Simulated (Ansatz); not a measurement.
**YZr7O16 (charge −1): geometry relaxation (part 3 of 3)**

The same run, continued: YZr7O16 (defect cell, 24 atoms in the cell, total charge −1); DFT PBE, scalar-relativistic, plane waves, PAW, no spin polarisation (Ansatz 0.2.0); cutoff 420 eV, 2×2×2 k-mesh, Gaussian smearing of 0.01 eV. The structure derives from a Materials Project entry. It belongs to a series of runs on one base structure; here: Y on a Zr site (a), charge -1, atoms relaxed at the host's cell.

Geometry of the input (Å; fractional positions):
```
-5.1158  -5.1158  0.0000
-5.1158  0.0000  -5.1158
0.0000  -5.1158  -5.1158
Y  0.5012  0.4901  0.0035
Zr 1.0018  0.4955  0.0003
Zr 0.4986  0.9988  -0.0001
Zr 0.9978  0.9949  0.0041
Zr 0.5027  0.4994  0.4993
Zr 1.0016  0.4958  0.5031
Zr 0.4987  0.9988  0.5032
Zr 1.0000  0.9973  0.5016
O  0.3878  0.3799  0.3896
O  0.8454  0.3571  0.3978
O  0.3597  0.8422  0.4000
O  0.8964  0.8960  0.3468
O  0.3847  0.3851  0.8426
O  0.8839  0.3339  0.8930
O  0.3463  0.8821  0.8860
O  0.8983  0.8945  0.8612
O  0.1460  0.1420  0.1279
O  0.5941  0.1036  0.1507
O  0.1030  0.5941  0.1507
O  0.6499  0.6432  0.1011
O  0.1451  0.1433  0.5839
O  0.6263  0.0805  0.6473
O  0.0822  0.6240  0.6467
O  0.6486  0.6459  0.6065
```

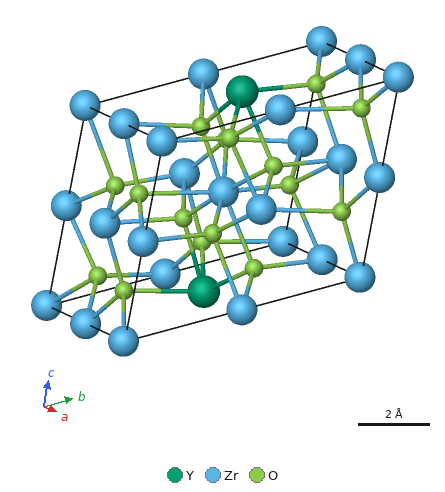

The geometry at step 4 of the log (ball-and-stick view of the cell of the calculation, seen slightly off an axis).

Remarks:

The cell is charged and computed with a neutralising background, so its energy and pressure depend on the cell and aren't those of a real crystal.
